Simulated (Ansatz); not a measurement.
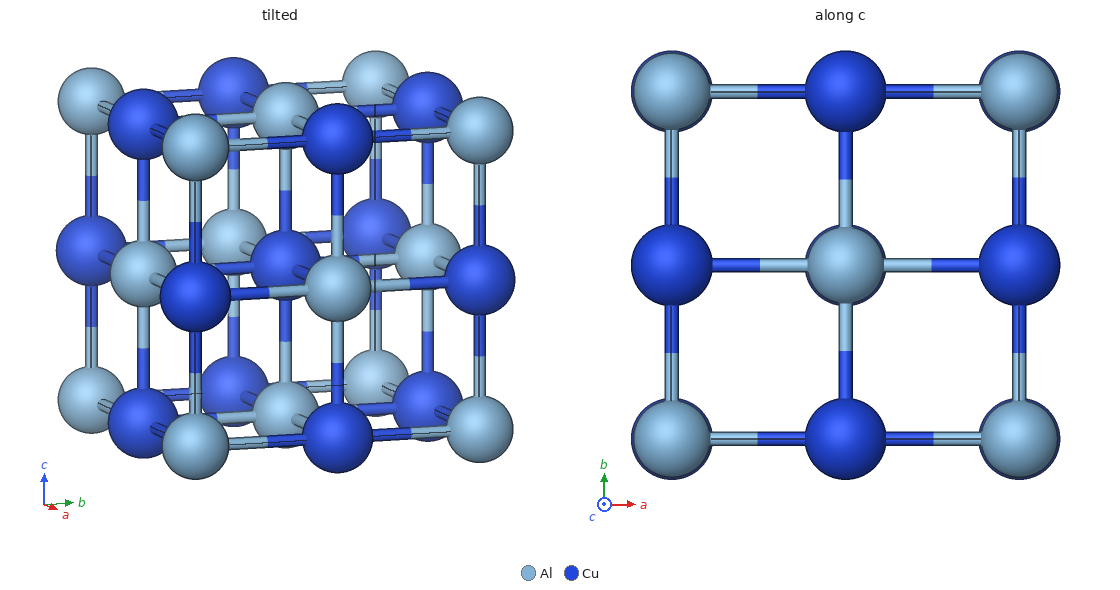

The crystal in a ball-and-stick representation, seen slightly off an axis and along the c axis. The parallelepiped is the conventional unit cell.

This is AlCu. Space group: Fm-3m (No. 225). Lattice: face-centred cubic. The prototype is rock salt (NaCl type). With Z = 4, the cell contains 4 Al, 4 Cu. The Al atoms are each bonded to six Cu in an octahedral arrangement. Each Cu atom is coordinated by six Al in an octahedral arrangement. The bonds build a three-dimensional framework.

The structure comes from a structure listed in the Materials Project. The cell was then strained or its atoms displaced on purpose. It went into a calculation with Ansatz.

At this level of theory the cell isn't at rest (compressed, at 17 GPa), so its distances can differ from those at equilibrium, the more so the softer the solid.
